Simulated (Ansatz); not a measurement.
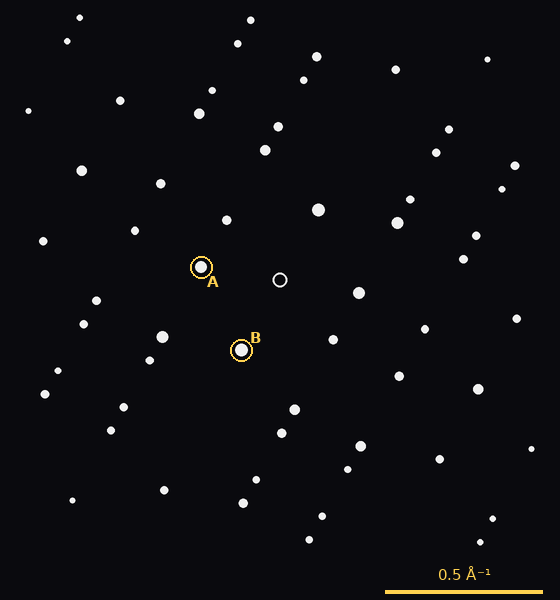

The pattern is a kinematic simulation for 200 kV electrons (no multiple scattering; isotropic B = 0.8 Å²). Two individuals of a reflection twin are superposed (a geometric construction: whether this twin forms is not tested; the second individual is smaller and so fainter). Crystal: Hg, space group Fd-3m (No. 227), a = 6.772 Å, zone axis [110]. Structure: the geometry relaxed with DFT r2SCAN, scalar-relativistic, plane waves, PAW in Ansatz; the starting structure was generated, so it need not be a known form of this composition.

In the first individual spot A is -1 1 -1 and spot B is -1 1 1.

### On which plane is the crystal twinned?

(1-1-1). The spot positions of the combined pattern are mirror-symmetric about the row through 1 -1 -1 (d = 3.910 Å), which both individuals share, while a single individual has only symmetry 2mm without that mirror line. Friedel's law adds the mirror line at right angles, so a twin on (1-12) would give the same picture; the more widely spaced plane was used.

### Which other reflections coincide?

Off the common row, 2 -2 4, 1 -1 5, 3 -3 3 and their kin fall on spots of the second individual; about 20 % of the first individual's visible spots are shared.
